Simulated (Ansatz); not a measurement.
Geometry relaxation of SnO2 (part 4 of 4)

SnO2 (slab, 24 atoms in the cell); DFT r2SCAN, scalar-relativistic, plane waves, PAW, no spin polarisation (Ansatz 0.2.0); cutoff 500 eV, 8×4×1 k-mesh, Gaussian smearing of 0.05 eV. The structure derives from a Materials Project entry. It belongs to a series of runs on one base structure; here: (1 1 0) slab, atoms relaxed.

Geometry of the input (Å; fractional positions):
```
3.2007  0.0000  0.0000
0.0000  6.7316  0.0000
0.0000  0.0000  27.7104
O  0.0000  0.0001  0.2707
O  0.5000  0.6941  0.3178
Sn 0.5000  0.0000  0.3178
Sn 0.0000  0.5000  0.3178
O  0.5000  0.3059  0.3178
O  0.0000  1.0000  0.3650
O  0.0000  0.5001  0.3921
O  0.5000  0.1941  0.4393
Sn 0.5000  0.5001  0.4393
Sn 0.0000  0.0001  0.4393
O  0.5000  0.8060  0.4393
O  0.0000  0.5000  0.4864
O  0.0000  0.0001  0.5136
O  0.5000  0.6942  0.5607
Sn 0.5000  0.0001  0.5607
Sn 0.0000  0.5001  0.5607
O  0.5000  0.3060  0.5607
O  0.0000  0.0000  0.6079
O  0.0000  0.5001  0.6350
O  0.5000  0.1942  0.6822
Sn 0.5000  0.5001  0.6822
Sn 0.0000  0.0001  0.6822
O  0.5000  0.8060  0.6822
O  0.0000  0.5001  0.7293
```

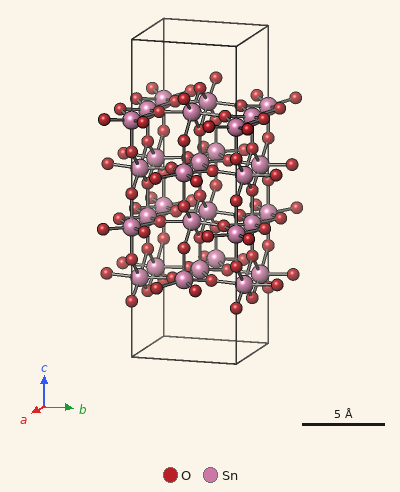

The geometry at step 7 of the log (ball-and-stick view of the 2 × 1 repeat of the cell, with the vacuum cut short, seen slightly off an axis; bonded neighbours outside the cell are drawn too).

## Trajectory as extended XYZ, continued
```
24
Lattice="3.2007 0.0000 0.0000 0.0000 6.7316 0.0000 0.0000 0.0000 27.7104" Properties=species:S:1:pos:R:3:forces:R:3 step=7 energy=-57406.18242
O     0.0000    0.0005    7.4037    0.0000   0.0000  -0.0018
O     1.6004    4.6147    8.6798    0.0000   0.0016   0.0000
Sn    1.6004    0.0003    8.5672    0.0000   0.0000  -0.0025
Sn    0.0000    3.3661    8.9675    0.0000   0.0000   0.0007
O     1.6004    2.1174    8.6802    0.0000  -0.0015  -0.0002
O     0.0000    6.7317   10.0221    0.0000   0.0001   0.0019
O     0.0000    3.3663   10.9570    0.0000  -0.0001   0.0008
O     1.6004    1.3187   12.1530    0.0000  -0.0018   0.0000
Sn    1.6004    3.3662   12.3024    0.0000   0.0000  -0.0030
Sn    0.0000    0.0004   12.0445    0.0000   0.0000   0.0024
O     1.6004    5.4136   12.1533    0.0000   0.0018  -0.0001
O     0.0000    3.3661   13.5733    0.0000   0.0000   0.0028
O     0.0000    0.0006   14.1371    0.0000   0.0000  -0.0028
O     1.6004    4.6846   15.5572    0.0000  -0.0018   0.0001
Sn    1.6004    0.0005   15.4080    0.0000   0.0000   0.0030
Sn    0.0000    3.3663   15.6659    0.0000   0.0000  -0.0024
O     1.6004    2.0479   15.5575    0.0000   0.0018   0.0000
O     0.0000    0.0003   16.7534    0.0000   0.0001  -0.0008
O     0.0000    3.3665   17.6883    0.0000  -0.0001  -0.0019
O     1.6004    1.2492   19.0302    0.0000   0.0015   0.0002
Sn    1.6004    3.3663   19.1432    0.0000   0.0000   0.0025
Sn    0.0000    0.0005   18.7429    0.0000   0.0000  -0.0007
O     1.6004    5.4835   19.0306    0.0000  -0.0016   0.0000
O     0.0000    3.3661   20.3067    0.0000   0.0000   0.0018
```

## Results in brief

| quantity | value |
| --- | --- |
| outcome | converged |
| electrons treated | 208 |
| free energy | −57406.1824 eV |
| work function, top face | 7.11 eV |
| work function, bottom face | 7.11 eV |
| Fermi energy | 1.260 eV |
| gap on the k-point mesh | 1.42 eV |
| final volume | 597.04 Å³ |
| work function (upper face) | 7.11 eV |
| largest force (length of the vector) at the end | 0.003 eV/Å |
| hardware | 2 threads of Intel Xeon @ 2.50GHz (Skylake/Cascade Lake), 189 GiB of memory available, shared host |
| wall time | 30 min (CPU time 59 min) |
| peak memory | 3.1 GiB |

## Remarks

The program warns: the exchange-correlation potential is rough where the density is thin.
